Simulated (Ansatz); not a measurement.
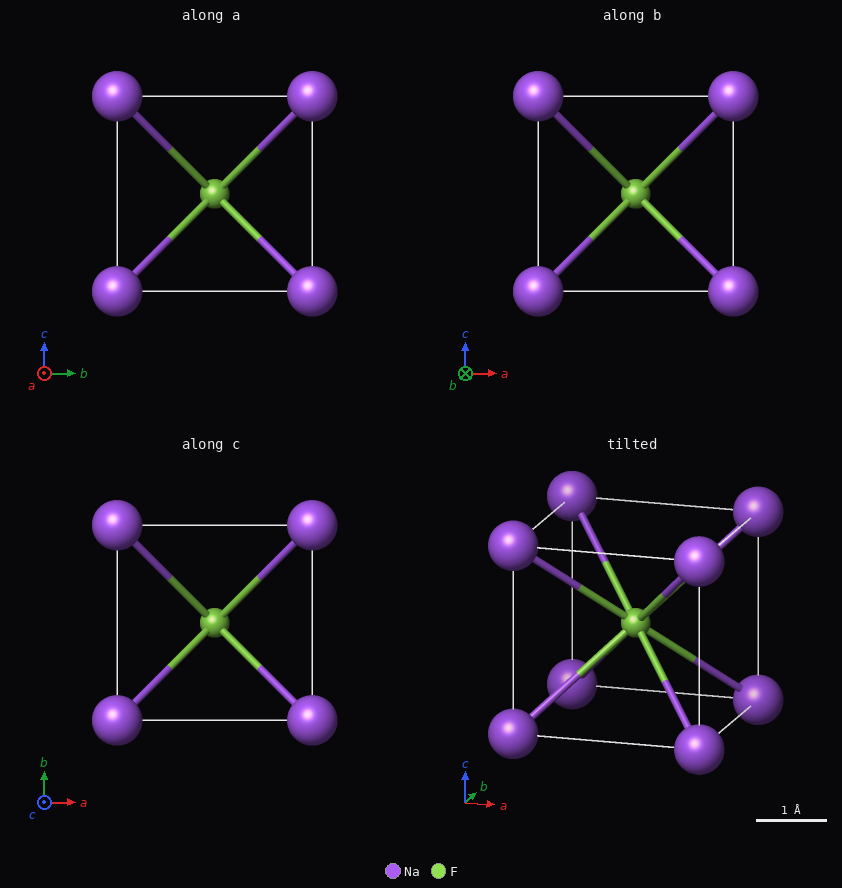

Ball-and-stick representation of a periodic structure, projected along the a axis, along the b axis, along the c axis and slightly off an axis. The conventional unit cell is outlined; an atom on or near a face, edge or corner is repeated at each equivalent position.

Lattice parameters: a = 2.7935 Å, b = 2.7935 Å, c = 2.7935 Å, α = 90.000°, β = 90.000°, γ = 90.000°.

### From the views, write a CIF in P1 with every atom of the cell.

```cif
data_structure
_symmetry_space_group_name_H-M 'P 1'
_symmetry_Int_Tables_number 1
_cell_length_a 2.7935
_cell_length_b 2.7935
_cell_length_c 2.7935
_cell_angle_alpha 90.000
_cell_angle_beta 90.000
_cell_angle_gamma 90.000
_cell_volume 21.80
loop_
_atom_site_label
_atom_site_type_symbol
_atom_site_fract_x
_atom_site_fract_y
_atom_site_fract_z
_atom_site_occupancy
Na1 Na 0.0000 0.0000 0.0000 1
F1 F 0.5000 0.5000 0.5000 1
```

The model was built from a structure type filled with these elements by a generator (whether the compound takes this form wasn't checked). Earlier steps of the study may have refined or changed the cell and positions. It went into a calculation with Ansatz.
